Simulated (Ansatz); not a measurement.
# HfO3: what the fields show

Input

```
crystal:
  lattice:
    - [3.8280060681, 0.0, 0.0]
    - [-1.9140030341, 3.3151505009, 0.0]
    - [0.0, 0.0, 4.057649301]
  atoms:
    - { symbol: Hf, position: [0.0, 0.0, 0.0] }
    - { symbol: O, position: [0.0, 0.0, 0.5] }
    - { symbol: O, position: [0.3333333333, 0.6666666667, 0.1870549886] }
    - { symbol: O, position: [0.3333333333, 0.6666666667, 0.8129450114] }
basis:
  ecutwfc: 420
kpoints:
  mp_grid: { grid: [12, 12, 10] }
hamiltonian:
  xc: pbe
scf:
  occupations: { method: gaussian, width: 0.01 }
output:
  forces: true
  stress: true
  eigenvalues: true
  write_density: true
  write_potential: true
  elf: true
  volumetric_format: npy
relax:
  adjacent_minimum: "off"
  f_tol: 0.01
  max_steps: 80
  cell: { stress_tol: 0.05 }
```

Launched as:

```sh
ansatz run input.yaml --threads 1 --pin off --max-ram 2560MiB --backend cpu --events-out ev --progress --plain --runs-dir out
```

Below, planes, directions and counts refer to the conventional cell (a = 3.83 Å, b = 3.83 Å, c = 4.06 Å, α = 90.00°, β = 90.00°, γ = 120.00°).

Space group P-6m2; a structure generated by program, which may or may not match a known phase.

The calculation used Ansatz 0.2.0, DFT PBE, scalar-relativistic, plane waves, PAW.

The density is the valence pseudo-density of a PAW calculation; it isn't the true density close to the nuclei.

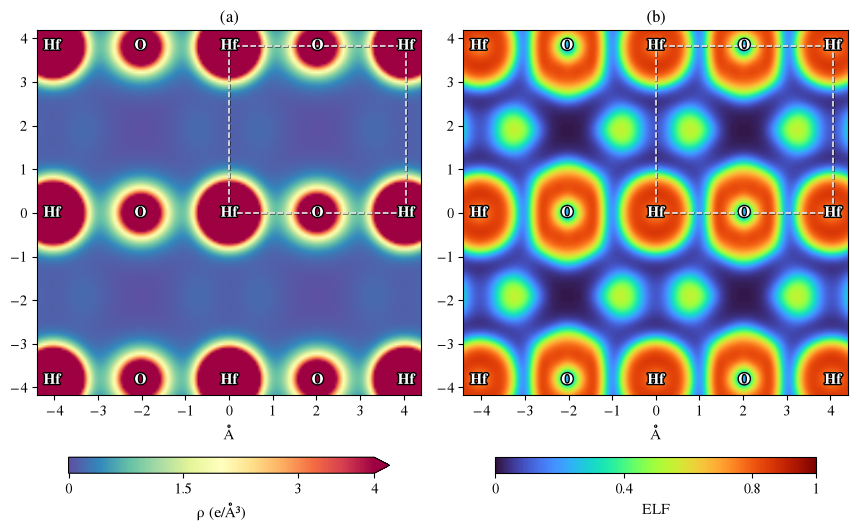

Figure 1. (a) valence electron density; (b) electron localisation function on the (11̄0) plane of the conventional cell.

Describe what can be read from this map.

Answer.
- The plane passes through Hf and O nuclei.
- Hf–O (2.03 Å): the density is about 0.92 e/Å³ at the midpoint; the ELF peaks at about 0.85 in the valence shell of O, 0.6 Å from its nucleus, and drops to about 0.20 between the two atoms; no localised pair shows between them.
- Between the atoms the lowest density in this plane is 0.03 e/Å³.
- The features right at Hf lie inside the PAW spheres, where the map follows smoothed inner orbitals and isn't to be read closely.

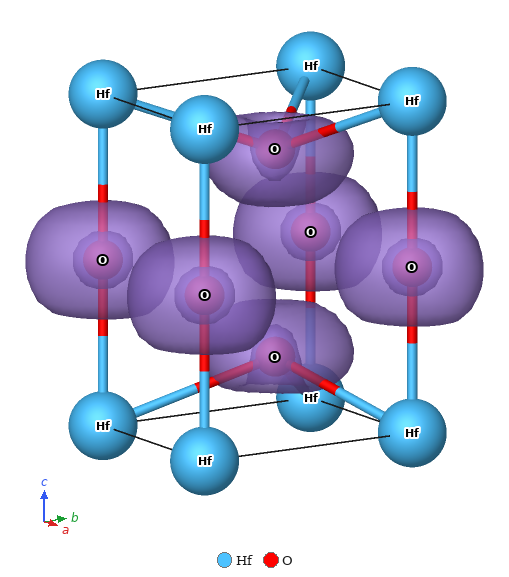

Figure 2. Isosurface of the ELF at 0.7 (purple), seen slightly off an axis. Only the valence region is drawn (cores and ρ < 0.01 e/Å³ removed). Sticks mark near contacts.

Where are the electrons localised?

Answer. At this value the surface marks out three regions wrapped around O (the valence shell of each), counted in one cell of 4 atoms. Any copies at cell faces, edges or corners count once.


O–O (1.52 Å): the ELF peaks at about 0.65 between the atoms.

Does the calculation make it a metal, or give it a gap?

Answer. It is gapped, with a Kohn–Sham gap of 0.28 eV on the k-point mesh, an upper bound to the gap of this method.
